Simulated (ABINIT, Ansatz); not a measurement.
# Quasiparticle gap of NaCl (Fm-3m) in ABINIT, part 2 of 3

Aim: the G0W0 gap of NaCl (Fm-3m) on PBE, step by step.

ABINIT 10.8.3; PBE and many-body steps on it, plane waves. Known limits of the many-body steps: not at the basis limit.

So far. Step 2 (Ground state): The gap is direct, at Γ.

The database entry behind the starting cell differs from later determinations by our own check (an axis about 0.4 % short against later determinations), so it need not match the best structure at ambient conditions.

### 3. Bands along the symmetry lines

Level of this step: DFT, PBE, plane waves, norm-conserving pseudopotentials (ABINIT).

Levels along a band path, at the cheap level, show where the edges lie and whether the meshes to come will hold them.

Input file run.abi:

```
acell 3*1.0 Angstrom
rprim 
  0.000000000000 2.810000000000 2.810000000000
  2.810000000000 0.000000000000 2.810000000000
  2.810000000000 2.810000000000 0.000000000000
ntypat 2
znucl 11 17
natom 2
typat 1 2
xred 
  0.000000000000 0.000000000000 0.000000000000
  0.500000000000 0.500000000000 0.500000000000
pp_dirpath "pseudos"
pseudos "Na.upf, Cl.upf"
ecut 38
iscf -2
irdden 1
kptopt 0
nkpt 50
kpt 
  0.00000000 0.00000000 0.00000000
  0.06250000 0.00000000 0.06250000
  0.12500000 0.00000000 0.12500000
  0.18750000 0.00000000 0.18750000
  0.25000000 0.00000000 0.25000000
  0.31250000 0.00000000 0.31250000
  0.37500000 0.00000000 0.37500000
  0.43750000 0.00000000 0.43750000
  0.50000000 0.00000000 0.50000000
  0.51562500 0.03125000 0.51562500
  0.53125000 0.06250000 0.53125000
  0.54687500 0.09375000 0.54687500
  0.56250000 0.12500000 0.56250000
  0.57812500 0.15625000 0.57812500
  0.59375000 0.18750000 0.59375000
  0.60937500 0.21875000 0.60937500
  0.62500000 0.25000000 0.62500000
  0.37500000 0.37500000 0.75000000
  0.32812500 0.32812500 0.65625000
  0.28125000 0.28125000 0.56250000
  0.23437500 0.23437500 0.46875000
  0.18750000 0.18750000 0.37500000
  0.14062500 0.14062500 0.28125000
  0.09375000 0.09375000 0.18750000
  0.04687500 0.04687500 0.09375000
  0.00000000 0.00000000 0.00000000
  0.06250000 0.06250000 0.06250000
  0.12500000 0.12500000 0.12500000
  0.18750000 0.18750000 0.18750000
  0.25000000 0.25000000 0.25000000
  0.31250000 0.31250000 0.31250000
  0.37500000 0.37500000 0.37500000
  0.43750000 0.43750000 0.43750000
  0.50000000 0.50000000 0.50000000
  0.50000000 0.46875000 0.53125000
  0.50000000 0.43750000 0.56250000
  0.50000000 0.40625000 0.59375000
  0.50000000 0.37500000 0.62500000
  0.50000000 0.34375000 0.65625000
  0.50000000 0.31250000 0.68750000
  0.50000000 0.28125000 0.71875000
  0.50000000 0.25000000 0.75000000
  0.50000000 0.21875000 0.71875000
  0.50000000 0.18750000 0.68750000
  0.50000000 0.15625000 0.65625000
  0.50000000 0.12500000 0.62500000
  0.50000000 0.09375000 0.59375000
  0.50000000 0.06250000 0.56250000
  0.50000000 0.03125000 0.53125000
  0.50000000 0.00000000 0.50000000
istwfk *1
nband 15
nbdbuf 2
tolwfr 1e-08
nstep 40
prtwf 0
prtvol 0
indata_prefix "in"
outdata_prefix "out"
tmpdata_prefix "tmp"
```

Launch:

```
OMP_NUM_THREADS=1 mpirun -n 4 abinit run.abi > log
```

Numbers of over 12 decimals in the logs are rounded to 6 here.

The program printed:

```text
.Version 10.8.3 of ABINIT. v10.8.2 released Aug 2026.

 Symmetries : space group Fm -3 m (#225); Bravais cF (face-center cubic)
[... echo of the input left out ...]
== DATASET  1 ==================================================================
-   mpi_nproc: 4, omp_nthreads: 1 (-1 if OMP is not activated)

--- !DatasetInfo
iteration_state: {dtset: 1, }
dimensions: {natom: 2, nkpt: 50, mband: 15, nsppol: 1, nspinor: 1, nspden: 1, mpw: 3383, }
cutoff_energies: {ecut:  38.0, pawecutdg:  -1.0, }
electrons: {nelect:   1.60000000E+01, charge:   0.00000000E+00, occopt:   1.00000000E+00, tsmear:   1.00000000E-02, }

 Real(R)+Recip(G) space primitive vectors, cartesian coordinates (Bohr,Bohr^-1):
 R(1)=  0.0000000  5.3101304  5.3101304  G(1)= -0.0941596  0.0941596  0.0941596
 R(2)=  5.3101304  0.0000000  5.3101304  G(2)=  0.0941596 -0.0941596  0.0941596
 R(3)=  5.3101304  5.3101304  0.0000000  G(3)=  0.0941596  0.0941596 -0.0941596
 Unit cell volume ucvol=  2.9946465E+02 bohr^3
 Angles (23,13,12)=  6.00000000E+01  6.00000000E+01  6.00000000E+01 degrees

 getcut: wavevector=  0.0000  0.0000  0.0000  ngfft=  45  45  45
         ecut(hartree)=     38.000   => boxcut(ratio)=   2.11142

--- Pseudopotential description ------------------------------------------------
- Na Generated using ONCVPSP code by D. R. Hamann
- 11.00000   9.00000  171031                  znucl, zion, pspdat
12 -101130 1 -1 1992                          pspcod,pspxc,lmax,lloc,mmax
     nproj     2     2     0
  pspatm : epsatm=    9.36084378
         --- l  ekb(1:nproj) -->
             0    2.667291   -0.676599
             1   -6.743718   -2.407365
 pspatm: atomic psp has been read  and splines computed

- Cl Generated using ONCVPSP code by D. R. Hamann
- 17.00000   7.00000  171031                  znucl, zion, pspdat
12 -101130 2 -1 1028                          pspcod,pspxc,lmax,lloc,mmax
     nproj     2     2     2
  pspatm : epsatm=    9.12776517
         --- l  ekb(1:nproj) -->
             0    8.139296    0.698720
[...]
pspatm: atomic psp has been read  and splines computed

--------------------------------------------------------------------------------

================================================================================
 prteigrs : about to open file out_EIG
 Non-SCF case, kpt    1 (  0.00000  0.00000  0.00000), residuals and eigenvalues=
  2.58E-09  1.15E-09  3.77E-09  7.43E-09  2.51E-09  1.33E-09  6.31E-09  9.73E-09
  3.49E-09  2.08E-09  2.26E-09  7.12E-09  3.05E-09  6.99E-09  7.82E-09
 -1.8170E+00 -7.8519E-01 -7.8519E-01 -7.8519E-01 -4.8579E-01 -1.9794E-02
 -1.9794E-02 -1.9794E-02  1.6946E-01  3.8673E-01  3.8673E-01  3.8673E-01
[...]
Non-SCF case, kpt    2 (  0.06250  0.00000  0.06250), residuals and eigenvalues=
  3.04E-09  4.70E-09  1.48E-09  3.14E-09  3.80E-09  7.14E-09  3.57E-09  5.97E-09
[...]
8.37E-09  7.83E-09  2.01E-09  2.43E-09  5.74E-09  3.45E-09  1.93E-09  3.70E-09
  9.69E-09  1.43E-09  7.80E-09  7.66E-09  8.39E-09  2.32E-09  3.73E-06
[...]
Non-SCF case, kpt   49 (  0.50000  0.03125  0.53125), residuals and eigenvalues=
[...]
Non-SCF case, kpt   50 (  0.50000  0.00000  0.50000), residuals and eigenvalues=
[...]
-1.8170E+00 -7.8596E-01 -7.8550E-01 -7.8550E-01 -4.7135E-01 -8.1725E-02
 -4.2038E-02 -4.2038E-02  2.5761E-01  2.7614E-01  3.9902E-01  5.2701E-01
[...]
--- !ResultsGS
iteration_state: {dtset: 1, }
comment   : Summary of ground state results
lattice_vectors:
- [  0.0000000,   5.3101304,   5.3101304, ]
- [  5.3101304,   0.0000000,   5.3101304, ]
- [  5.3101304,   5.3101304,   0.0000000, ]
lattice_lengths: [   7.50966,    7.50966,    7.50966, ]
lattice_angles: [ 60.000,  60.000,  60.000, ] # degrees, (23, 13, 12)
lattice_volume:   2.9946465E+02
convergence: {deltae:  0.000E+00, res2:  0.000E+00, residm:  9.952E-09, diffor:  0.000E+00, }
etotal    :  -6.22461254E+01
entropy   :   0.00000000E+00
fermie    :  -1.97941144E-02
cartesian_stress_tensor: null
pressure_GPa: null
xred      :
- [  0.0000E+00,   0.0000E+00,   0.0000E+00, Na]
- [  5.0000E-01,   5.0000E-01,   5.0000E-01, Cl]
cartesian_forces: null
force_length_stats: {min: null, max: null, mean: null, }

 Integrated electronic density in atomic spheres:
 ------------------------------------------------
 Atom  Sphere_radius  Integrated_density
[...]
================================================================================

 ----iterations are completed or convergence reached----

 Mean square residual over all n,k,spin=   45.837E-10; max=  99.517E-10
 reduced coordinates (array xred) for    2 atoms
       0.000000000000      0.000000000000      0.000000000000
       0.500000000000      0.500000000000      0.500000000000

 cartesian coordinates (angstrom) at end:
    1      0.000000     0.000000     0.000000
    2      2.810000     2.810000     2.810000
 length scales=  1.889726125908  1.889726125908  1.889726125908 bohr
              =  1.000000000000  1.000000000000  1.000000000000 angstroms
 prteigrs : about to open file out_EIG
 Eigenvalues (hartree) for nkpt=  50  k points:
 kpt#   1, nband= 15, wtk=  1.00000, kpt=  0.0000  0.0000  0.0000 (reduced coord)
[...]
kpt#   2, nband= 15, wtk=  1.00000, kpt=  0.0625  0.0000  0.0625 (reduced coord)
[...]
kpt#   3, nband= 15, wtk=  1.00000, kpt=  0.1250  0.0000  0.1250 (reduced coord)
[...]
kpt#  49, nband= 15, wtk=  1.00000, kpt=  0.5000  0.0313  0.5313 (reduced coord)
  -1.81699   -0.78595   -0.78551   -0.78551   -0.47133   -0.08141   -0.04252   -0.04227
   0.25891    0.27732    0.39778    0.51051    0.52752    0.54647    0.59143
 kpt#  50, nband= 15, wtk=  1.00000, kpt=  0.5000  0.0000  0.5000 (reduced coord)
  -1.81699   -0.78596   -0.78550   -0.78550   -0.47135   -0.08172   -0.04204   -0.04204
   0.25761    0.27614    0.39902    0.52701    0.52701    0.53315    0.59152

== END DATASET(S) ==============================================================
================================================================================

 -outvars: echo values of variables after computation  --------
            nband          15
             nkpt          50
          spgroup         225
 [... the other variables as echoed above ...]

 Calculation completed.
```

It took 13 s on 4 MPI ranks of Arm Neoverse V1, shared host; peak memory 0.29 GiB.

This step gave:

| Property | Result |
| --- | --- |
| gap | 5.150 eV |
| k of the valence top | 0, 0, 0 |
| k of the conduction bottom | 0, 0, 0 |
| least direct gap | 5.150 eV |

The gap is 5.150 eV, as in the run before at this level.

Electronic bands along the path, in eV, zero at the top of the highest filled band; v1 is the highest filled band, c1 the lowest empty one:

| point | v4 | v3 | v2 | v1 | c1 | c2 | c3 | c4 |
| --- | --- | --- | --- | --- | --- | --- | --- | --- |
| Γ | -12.68 | 0.00 | 0.00 | 0.00 | 5.15 | 11.06 | 11.06 | 11.06 |
| X | -12.29 | -1.69 | -0.61 | -0.61 | 7.55 | 8.05 | 11.40 | 14.88 |
| U | -12.28 | -1.43 | -1.13 | -0.50 | 8.24 | 9.04 | 10.59 | 12.74 |
| jump to K | -12.28 | -1.43 | -1.13 | -0.50 | 8.24 | 9.04 | 10.59 | 12.74 |
| Γ | -12.68 | 0.00 | 0.00 | 0.00 | 5.15 | 11.06 | 11.06 | 11.06 |
| L | -12.34 | -1.95 | -0.27 | -0.27 | 7.28 | 10.72 | 10.92 | 10.92 |
| W | -12.27 | -1.20 | -1.20 | -0.76 | 8.84 | 9.71 | 9.71 | 11.37 |
| X | -12.29 | -1.69 | -0.61 | -0.61 | 7.55 | 8.05 | 11.40 | 14.88 |

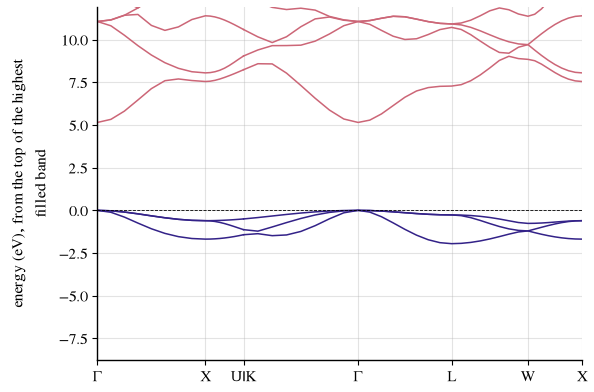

Electronic bands along the path; lines of filled and empty bands in two colours.

### 4. Empty states on the mesh, 6×6×6 mesh, 102 bands

The sums over transitions need many empty states on a uniform mesh; this step solves for them.

Input file run.abi:

```
acell 3*1.0 Angstrom
rprim 
  0.000000000000 2.810000000000 2.810000000000
  2.810000000000 0.000000000000 2.810000000000
  2.810000000000 2.810000000000 0.000000000000
ntypat 2
znucl 11 17
natom 2
typat 1 2
xred 
  0.000000000000 0.000000000000 0.000000000000
  0.500000000000 0.500000000000 0.500000000000
pp_dirpath "pseudos"
pseudos "Na.upf, Cl.upf"
ecut 38
ngkpt 6 6 6
nshiftk 1
shiftk 0 0 0
kptopt 1
chksymbreak 0
irdden 1
istwfk *1
nband 102
prtvol 0
optdriver 6
gwr_task "HDIAGO"
paral_kgb 0
occopt 1
indata_prefix "in"
outdata_prefix "out"
tmpdata_prefix "tmp"
```

The program printed:

```text
[banner, memory and clock lines left out]
.Version 10.8.3 of ABINIT. v10.8.2 released Aug 2026.

 Symmetries : space group Fm -3 m (#225); Bravais cF (face-center cubic)
[... echo of the input left out ...]
== DATASET  1 ==================================================================
-   mpi_nproc: 4, omp_nthreads: 1 (-1 if OMP is not activated)

--- !DatasetInfo
iteration_state: {dtset: 1, }
dimensions: {natom: 2, nkpt: 16, mband: 102, nsppol: 1, nspinor: 1, nspden: 1, mpw: 3383, }
cutoff_energies: {ecut:  38.0, pawecutdg:  -1.0, }
electrons: {nelect:   1.60000000E+01, charge:   0.00000000E+00, occopt:   1.00000000E+00, tsmear:   1.00000000E-02, }

.Using double precision arithmetic; gwpc =  8

- Reading GS density from: in_DEN

--- Pseudopotential description ------------------------------------------------
- Na Generated using ONCVPSP code by D. R. Hamann
- 11.00000   9.00000  171031                  znucl, zion, pspdat
12 -101130 1 -1 1992                          pspcod,pspxc,lmax,lloc,mmax
     nproj     2     2     0
  pspatm : epsatm=    9.36084378
         --- l  ekb(1:nproj) -->
             0    2.667291   -0.676599
             1   -6.743718   -2.407365
 pspatm: atomic psp has been read  and splines computed

- Cl Generated using ONCVPSP code by D. R. Hamann
- 17.00000   7.00000  171031                  znucl, zion, pspdat
12 -101130 2 -1 1028                          pspcod,pspxc,lmax,lloc,mmax
     nproj     2     2     2
  pspatm : epsatm=    9.12776517
         --- l  ekb(1:nproj) -->
             0    8.139296    0.698720
             1    3.821713    1.107519
             2   -2.938609   -0.805455
 pspatm: atomic psp has been read  and splines computed

   2.95817743E+02                                ecore*ucvol(ha*bohr**3)

 Total charge density [el/Bohr^3]
)     Maximum=    2.7006E+00  at reduced coord.    0.9778    0.9778    0.9778
)     Minimum=    1.9497E-03  at reduced coord.    0.2444    0.2444    0.2444
   Integrated=    1.6000E+01

 === KS gaps after direct diagonalization ===
 Direct band gap semiconductor
 Fundamental gap:     5.150 (eV)
   VBM:    -0.539 (eV) at k: [ 0.0000E+00,  0.0000E+00,  0.0000E+00]
   CBM:     4.611 (eV) at k: [ 0.0000E+00,  0.0000E+00,  0.0000E+00]
 Direct gap:         5.150 (eV) at k: [ 0.0000E+00,  0.0000E+00,  0.0000E+00]

== END DATASET(S) ==============================================================

 -outvars: echo values of variables after computation  --------
           etotal      0.0000000000E+00
            nband         102
             nkpt          16
          spgroup         225
 [... the other variables as echoed above ...]

 Calculation completed.
```

Run time: 1.9 min. Hardware: 4 MPI ranks; peak memory 2.7 GiB; 7.6 min of CPU time.

This step gave:

| Property | Result |
| --- | --- |
| gap | 5.150 eV |
| k of the valence top | 0, 0, 0 |
| k of the conduction bottom | 0, 0, 0 |
| least direct gap | 5.150 eV |
| k points computed | 16 |
| lowest point of the top converged band, above the valence top | 83.7439 eV |

On this mesh the gap is 5.150 eV.

### 5. Screening, 6×6×6 mesh, 94 bands, screening to 149.7 eV

The RPA dielectric matrix is built and inverted for each q.

This step: RPA screening on PBE, plane waves, norm-conserving pseudopotentials.

Changes to run.abi since step 4:

```diff
@@ -20,10 +20,11 @@
 chksymbreak 0
-irdden 1
 istwfk *1
-nband 102
-prtvol 0
-optdriver 6
-gwr_task "HDIAGO"
-paral_kgb 0
 occopt 1
+irdwfk 1
+optdriver 3
+nband 94
+ecuteps 5.5
+inclvkb 2
+awtr 1
+symchi 1
 indata_prefix "in"
```

The program printed:

```text
.Version 10.8.3 of ABINIT. v10.8.2 released Aug 2026.

 Symmetries : space group Fm -3 m (#225); Bravais cF (face-center cubic)
[... echo of the input left out ...]
== DATASET  1 ==================================================================
-   mpi_nproc: 4, omp_nthreads: 1 (-1 if OMP is not activated)

--- !DatasetInfo
iteration_state: {dtset: 1, }
dimensions: {natom: 2, nkpt: 16, mband: 94, nsppol: 1, nspinor: 1, nspden: 1, mpw: 3383, }
cutoff_energies: {ecut:  38.0, pawecutdg:  -1.0, }
electrons: {nelect:   1.60000000E+01, charge:   0.00000000E+00, occopt:   1.00000000E+00, tsmear:   1.00000000E-02, }

 SCREENING: Calculation of the susceptibility and dielectric matrices

 Based on a program developped by R.W. Godby, V. Olevano, G. Onida, and L. Reining.
 Incorporated in ABINIT by V. Olevano, G.-M. Rignanese, and M. Torrent.
.Using double precision arithmetic ; gwpc =  8

[... cell and pseudopotentials left out ...]
--------------------------------------------------------------------------------

 ==== K-mesh for the wavefunctions ====
 Number of points in the irreducible wedge :    16
[... list of points left out ...]
 Together with 48 symmetry operations and time-reversal symmetry
 yields   216 points in the full Brillouin Zone.

 ==== Q-mesh for the screening function ====
 Number of points in the irreducible wedge :    16
[... list of points left out ...]
 Together with 48 symmetry operations and time-reversal symmetry
 yields   216 points in the full Brillouin Zone.

 setmesh: FFT mesh size selected  =    30x   30x   30
          total number of points  =        27000

 vcoul_init : cutoff-mode = AUXILIARY_FUNCTION
 q-points for optical limit:   1
     1)      0.000010    0.000020    0.000030

- screening: taking advantage of time-reversal symmetry
- Maximum band index for partially occupied states nbvw = 8
- Remaining bands to be divided among processors   nbcw = 86
- Number of bands treated by each node ~21

 Number of electrons calculated from density =   16.0000; Expected =   16.0000
 average of density, n =  0.053429
 r_s =    1.6471
 omega_plasma =   22.2968 [eV]

 calculating chi0 at frequencies [eV] :
  1    0.000000E+00    0.000000E+00
  2    0.000000E+00    2.229681E+01

--------------------------------------------------------------------------------
  q-point number  1        q = ( 0.000000, 0.000000, 0.000000) [r.l.u.]
--------------------------------------------------------------------------------
[... chi0 elements left out ...]
 For q-point:  0.000010 0.000020 0.000030
  dielectric constant =   2.3495
  dielectric constant without local fields =   2.7626

  Average fulfillment of the sum rule on Im[epsilon] for q-point    1 :     60.71  [%]
[... wings left out ...]
  q-point number  2        q = ( 0.166667, 0.000000, 0.000000) [r.l.u.]
--------------------------------------------------------------------------------
[... chi0 elements left out ...]
  Average fulfillment of the sum rule on Im[epsilon] for q-point    2 :     71.46  [%]

 [... 14 further q-points ...]
```

It took 1.8 min on 4 MPI ranks; peak memory 1.3 GiB; 7.2 min of CPU time.

This step gave:

- ε∞ with local fields, on this mesh, along the program's q direction: 2.349
- the same without local fields: 2.763
- plasma frequency: 22.30 eV
- plane waves in the screening matrix: 169

Local fields lower ε∞ by 15 %.

(Part 2 of 3 ends here.)

[Paths, hosts, dates, memory and timing lines, banners, echoed tables and standing remarks are left out of the program output.]

[Logs are printed without paths, hosts, clocks, repeated set-up lines and the standing remarks that a program may print on its own settings, such as how far it seeks lower states.]

[Runs of the session that timed out or met a known fault of the program may be left out.]

[Hosts, paths, dates, database ids (printed as entryN), source tags and the programs' standing remarks are cut or masked in the printed files.]

[G0W0 gaps are taken among the corrected bands and points alone; a level outside them can change the order at an edge.]

[Where Ansatz stands beside ABINIT at settings called matched, ABINIT's density can come from a denser mesh and the files from another edition; pairs whose starting gaps differed by over 0.03 eV were left out, so agreement reads better than it is.]
